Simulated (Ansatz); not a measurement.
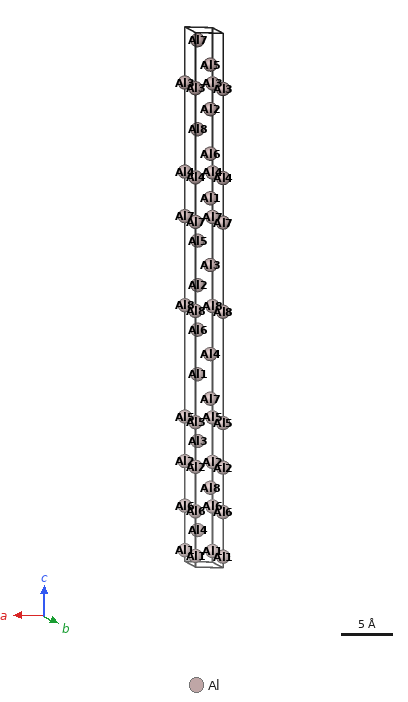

*The input geometry (spheres-only view of the cell 3 times as large as that of the calculation, set on its symmetry axes, seen at an oblique angle; atoms are numbered from 1 in the order of the input). An atom can appear more than once, as a periodic image.*

# Single-point calculation of Al

- system: Al (8 atoms in the cell)
- method: DFT LDA+D3(BJ), scalar-relativistic, plane waves, PAW, PAW set soft_1, no spin polarisation (Ansatz 0.2.0)

The structure derives from a Materials Project entry. Figures and captions count atoms from 1; the log counts them from 0 in places.

Log:
```
Warning: [file] the record states the generating functional pbe (its physics header spells it `PBE`), which answers neither for hamiltonian.xc's functional nor for the lda family's — results may be inconsistent (PPs are generated against a specific XC)
Warning: crystal.symmetry: narrowed to the stabiliser of the k-point mesh — unitary ops 6 → 2; excluded 4 operations that carry a point of the 16×16×3 mesh (shift [0, 0, 0]) off the mesh (the run samples exactly the mesh kpoints.mp_grid names, as under crystal.symmetry.detect: false, and its converged state has the mesh's symmetry, not the crystal's; ε∞, the Born charges and the force constants of a linear response (`dielectric:` by the response, `phonons.method: dfpt`) are averaged over those of the crystal's operations that the state keeps within a tolerance, where `mesh_tensors`, `unaveraged_element` or `gamma_mean_max_change_ev_ang2` stands beside them; a row that `dielectric.field_direction` solves alone is averaged likewise, with nothing beside; a Γ-centred mesh of equal divisions is mapped onto itself by every operation and keeps the whole group, as does a half-shifted one under kpoints.further_shifts: images)
Warning: the engine holds no damping parameters fitted to this dispersion correction and functional, so the run takes those fitted to pbe (hamiltonian.dispersion, under Limitations)
Engine: ansatz 0.2.0, aarch64-unknown-linux-gnu
Pseudopotentials: kind: paw
Pseudopotential: Al, paw, valence charge 3, recommended cutoff 420 eV (normal), [file]
Functional definition: SPW92
  exchange = slater_x
  correlation = pw_c
Crystal: 8 atoms, lattice volume = 121.457 Å³
Basis set: ecut = 420 eV, 2407 PW (Γ)
Bands: 20, of which v1, the nominal top of the filled ones, is band 12 counted from 1 (11 counted from 0)
Symmetry: 2 space group operations
k-points: 209 of 768 (time reversal used)
Non-local potential: Al, projectors of the file, l = 0: 2, l = 1: 2, l = 2: 1
PAW form: soft (Blöchl's): semilocal exchange-correlation on the pseudo side does not see the compensation charge
PAW frozen core: Al, regenerated for the run's functional, and the local potential with it (the file was generated under x = pbe(κ = 0.804, μ = 0.2195149727645171), c = pbe(β = 0.06672455060314922))
PAW one-centre angular grid: Al, 110 points (default); XC on 64 Gauss nodes
Initial density: superposition of atomic densities (chi_scale 0.1, normalization cell)
Initial wavefunctions: pseudopotential atomic-orbital guess
Functional: x = slater, c = lda
SCF iter   1: F=—  HF=-4106.287152 eV  |F-HF|=—  |Δ(HF+E_count)|=         —  Δρ=2.19e-2  dr2=5.93e-1  ethr=3.10e-3  ⟨swp⟩=6.5  Hψ=24329  notcnv=0  defer=3
preconditioner: auto → Kerker (q_TF=auto, 2.082 Å⁻¹)  [metal: Δε(μ)=0.010 eV  Ē_g=7.704 eV  σ=0.150 eV  W_gap=0.04  n_scr=12 (ndim 8)  ℏωp=16.5 eV  f_vac=0.000  D(μ)=3.18/eV (n_scr^D=12)]
SCF iter   2: F=—  HF=-4105.971164 eV  |F-HF|=—  |Δ(HF+E_count)|=   3.16e-1  Δρ=1.43e-2  dr2=2.53e-1  ethr=2.47e-3  ⟨swp⟩=1.0  Hψ=5852  notcnv=0  defer=4
SCF iter   3: F=—  HF=-4105.799021 eV  |F-HF|=—  |Δ(HF+E_count)|=   1.72e-1  Δρ=9.74e-4  dr2=1.22e-3  ethr=1.06e-3  ⟨swp⟩=1.0  Hψ=3779  notcnv=0  defer=5
SCF iter   4: F=—  HF=-4105.797683 eV  |F-HF|=—  |Δ(HF+E_count)|=   1.34e-3  Δρ=8.56e-5  dr2=9.41e-6  ethr=5.07e-6  ⟨swp⟩=2.6  Hψ=6223  notcnv=0  defer=5
SCF iter   5: F=—  HF=-4105.797678 eV  |F-HF|=—  |Δ(HF+E_count)|=   4.79e-6  Δρ=1.91e-5  dr2=4.09e-7  ethr=3.92e-8  ⟨swp⟩=1.8  Hψ=5410  notcnv=0  defer=13
SCF iter   6: F=-4105.797678 eV  HF=-4105.797678 eV  |F-HF|=8.37e-9  |Δ(HF+E_count)|=   6.56e-8  Δρ=2.90e-6  dr2=1.64e-8  ethr=4.17e-10  ⟨swp⟩=11.2  Hψ=26465  notcnv=0
SCF 1 converged in 6 iterations: F = -4105.797678 eV  dr2 = 1.64e-8
  greatest PAW one-centre occupation: 0.465 electrons in one spin orbital (limit 2), on the Al atom at site 5 (counted from 0), in its partial waves of l = 0
SCF converged after 6 iterations
Free energy (F): -4105.797678 eV
Harris-Foulkes:  -4105.797678 eV  (|F-HF|=8.37e-9)
Internal energy: -4105.762120 eV  (E = F + TS)
E sigma→0 (E₀):  -4105.779899 eV
Entropy (-TS):   -0.035558 eV (-4.445 meV/atom)
Fermi energy:    8.599746 eV
--- Per-component energies (eV) ---
  E_band       = 95.503839
  E_kinetic    = 190.597626
  E_local      = 89.414212  (includes V_loc(G=0)·N_el)
  E_nonlocal   = 87.122619
  E_hartree    = 0.863098
  E_xc         = -303.883181
  E_vxc        = -241.799687  (∫ρ·V_xc dr)
  E_paw        = -3562.733064  (= ΣΔE_a)
  E_vpaw       = -31.557188  (= ΣTr[D̂ρ^β])
  E_aug_tail   = -0.000033  (compensation charges beyond the density's cutoff)
  E_ewald      = -604.654415
  E_disp       = -2.934714  (pairwise vdW)
  E_core_change = 0.445733  (= ΣΔE_core)
  E_smearing   = -0.035558  (= −TS)
  E_closure    = -0.000000  (closes the sum)
  Σ components = -4105.797678   (vs F -4105.797678, Δ=0.00e0)
--- Forces (eV/Å), atoms counted from 1 ---
  atom   1  Al    -0.00013218    -0.00007632    -0.04031377
  atom   2  Al     0.00011681     0.00006744    -0.00360782
  atom   3  Al    -0.00041086    -0.00023721    -0.01281713
  atom   4  Al     0.00055221     0.00031882     0.05497795
  atom   5  Al     0.00077466     0.00044725     0.06740292
  atom   6  Al    -0.00057903    -0.00033430     0.00524604
  atom   7  Al    -0.00041122    -0.00023742    -0.06272493
  atom   8  Al     0.00009009     0.00005201    -0.00816368
  max |Σ_I F_I| component: 4.67e-7 eV/Å
--- Stress (GPa, compression-positive) ---
       -0.042435      -0.075499       0.019725
       -0.075499       0.044744       0.011388
        0.019725       0.011388       0.276123
  P = ⅓ Tr σ = 0.0928 GPa (0.928 kbar)
--- Band table (eV; the first three rows and the last of 209) ---
  k-point 0: bands = ["-3.0653", "-2.6232", "-2.6192", "-1.2996", "-1.2964", "0.8771", "0.8788", "3.7142", "4.0376", "7.6423", "7.6430", "12.1049", "12.1115", "17.1165", "17.1368", "19.9207", "19.9208", "19.9836", "19.9837", "20.0562"]
  k-point 1: bands = ["-3.0159", "-2.8677", "-2.2769", "-1.8355", "-0.6657", "0.0602", "1.7855", "2.7784", "5.0589", "6.3082", "9.0568", "10.5468", "13.7342", "15.4140", "18.8261", "19.9000", "19.9000", "19.9652", "19.9652", "20.0768"]
  k-point 2: bands = ["-2.9654", "-2.5402", "-2.5030", "-1.2360", "-1.1628", "0.9209", "1.0287", "3.7915", "4.1493", "7.6472", "7.8186", "12.0890", "12.2866", "17.0199", "17.2022", "18.0024", "18.1547", "18.5637", "18.7225", "18.8220"]
  k-point 208: bands = ["3.1500", "3.2096", "3.3442", "3.5657", "3.5724", "3.8908", "4.2294", "4.6870", "4.9915", "5.6454", "6.1691", "6.9932", "7.0473", "7.9978", "8.8131", "9.6515", "10.1914", "11.1026", "12.1455", "13.3187"]
```

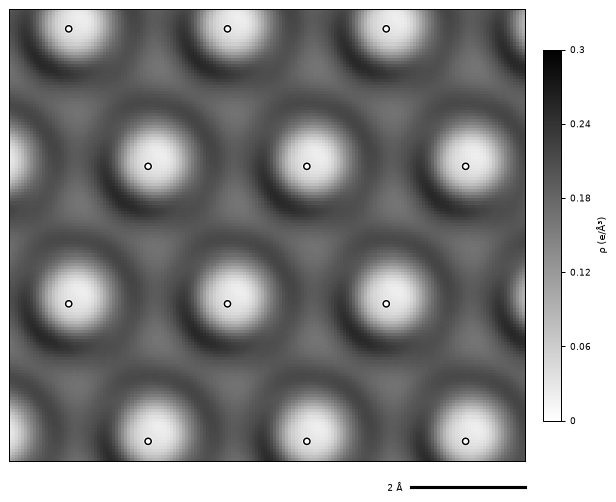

*Valence charge density (pseudo) on the (001) plane of the conventional cell. Circles mark the nuclei in the plane (Al).*

Atoms in the plane: Al. Al–Al (2.77 Å): ρ is about 0.22 e/Å³ halfway. Away from the nuclei the density in this plane falls to 0.2 e/Å³ at its lowest. Core electrons are frozen (PAW), so the fields are smoothed inside the atomic spheres.

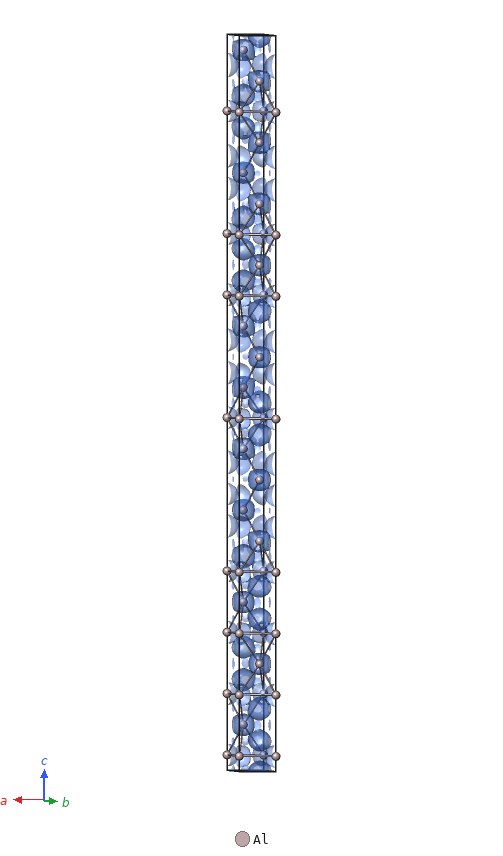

*Isosurface of the ELF at 0.5 (blue), seen at an oblique angle. Core shells and regions of very low density are left out. Sticks mark near contacts. The outline is the cell set on symmetry axes.*

Profiles from the grid: Al–Al (2.77 Å): the ELF peaks at about 0.65 between the atoms.

This output came from the following input.

Input file:
```yaml
crystal:
  lattice:
    - [-2.7749349733, 0.0, 0.0]
    - [-1.3874674867, -2.4031641807, 0.0]
    - [-1.3874674867, -0.8010547269, 18.213157179]
  atoms:
    - { symbol: Al, position: [-0.0208333333, -0.0208333333, 0.0625] }
    - { symbol: Al, position: [-0.1875, -0.1875, 0.5625] }
    - { symbol: Al, position: [0.1041666667, 0.1041666667, 0.6875] }
    - { symbol: Al, position: [0.2708333333, 0.2708333333, 0.1875] }
    - { symbol: Al, position: [-0.2708333333, -0.2708333333, 0.8125] }
    - { symbol: Al, position: [-0.1041666667, -0.1041666667, 0.3125] }
    - { symbol: Al, position: [0.3541666667, 0.3541666667, 0.9375] }
    - { symbol: Al, position: [0.5208333333, 0.5208333333, 0.4375] }
basis:
  ecutwfc: 420
kpoints:
  mp_grid: { grid: [16, 16, 3] }
hamiltonian:
  xc: lda
  pseudopotentials: { kind: paw, azcp: { folder: soft_1 } }
  dispersion: d3bj
scf:
  occupations: { method: gaussian, width: 0.15 }
output:
  forces: true
  stress: true
  eigenvalues: true
  write_density: true
  write_potential: true
  elf: true
  volumetric_format: npy
```

Run as:
```bash
ansatz run input.yaml --threads 2 --pin off --max-ram 4096MiB --backend cpu --events-out ev --progress --plain --runs-dir out
```

Results in brief:

```json
{"quantity": "outcome", "value": "converged"}
{"quantity": "space group (tolerance 0.01 Å)", "value": "R3m (160)"}
{"quantity": "electrons treated", "value": "24"}
{"quantity": "free energy", "value": "−4105.7977 eV"}
{"quantity": "Fermi energy", "value": "8.600 eV"}
{"quantity": "gap on the k-point mesh", "value": "none (metallic)"}
{"quantity": "pressure", "value": "0.09 GPa"}
{"quantity": "largest force (length of the vector)", "value": "0.067 eV/Å"}
{"quantity": "hardware", "value": "2 threads of Arm Neoverse N1, 98 GiB of memory available, shared host"}
{"quantity": "wall time", "value": "50 s (CPU time 98 s)"}
{"quantity": "peak memory", "value": "0.64 GiB"}
```

Remarks:

Notes on the run: the PAW datasets were made with another functional; the k-point mesh lowers the symmetry that the run can use; the dispersion correction has no parameters fitted for this combination and takes those fitted for PBE.
